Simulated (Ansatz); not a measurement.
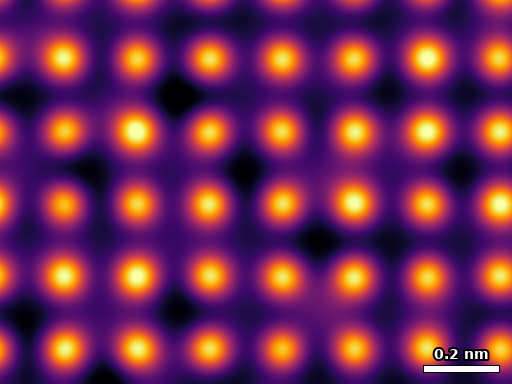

An image along [001] of one of the structures below (computed or model cells, partly hypothetical, each in its standard cell). The image is simulated as a sum over atoms of Z^1.8, blurred by a 1.01 Å probe (no channelling). The probe carries 25 % of its weight in a tail 2.5 times as wide. The speckle of an amorphous layer was added.

A. Mo
Space group Im-3m (No. 229). a = 3.150 Å, b = 3.150 Å, c = 3.150 Å, α = 90.00°, β = 90.00°, γ = 90.00°
```tsv
atom	site	symmetry	x	y	z
Mo	2a	m-3m	0.0000	0.0000	0.0000
```

B. Ga
Space group Cmce (No. 64). a = 4.483 Å, b = 7.668 Å, c = 4.558 Å, α = 90.00°, β = 90.00°, γ = 90.00°
```tsv
atom	site	symmetry	x	y	z
Ga	8f	m..	0.5000	0.1553	0.5826
```

C. Mo
Space group Fm-3m (No. 225). a = 3.969 Å, b = 3.969 Å, c = 3.969 Å, α = 90.00°, β = 90.00°, γ = 90.00°
```
atom  site  symmetry       x       y       z
  Mo    4a      m-3m  0.0000  0.0000  0.0000
```

D. Cu
Space group Fm-3m (No. 225). a = 3.629 Å, b = 3.629 Å, c = 3.629 Å, α = 90.00°, β = 90.00°, γ = 90.00°
| atom | site | symmetry | x | y | z |
| --- | --- | --- | --- | --- | --- |
| Cu | 4a | m-3m | 0.0000 | 0.0000 | 0.0000 |

### Which structure was imaged?

C, Mo. Along [001] the projected cells are A 2.23 × 2.23 Å, 90°; B 2.24 × 3.83 Å, 90°; C 1.98 × 1.98 Å, 90°; D 1.81 × 1.81 Å, 90°. The image repeats as C does.

Structure C: the input geometry of an electronic-structure calculation (not necessarily at equilibrium); the starting structure was generated, so it need not be a known form of this composition.
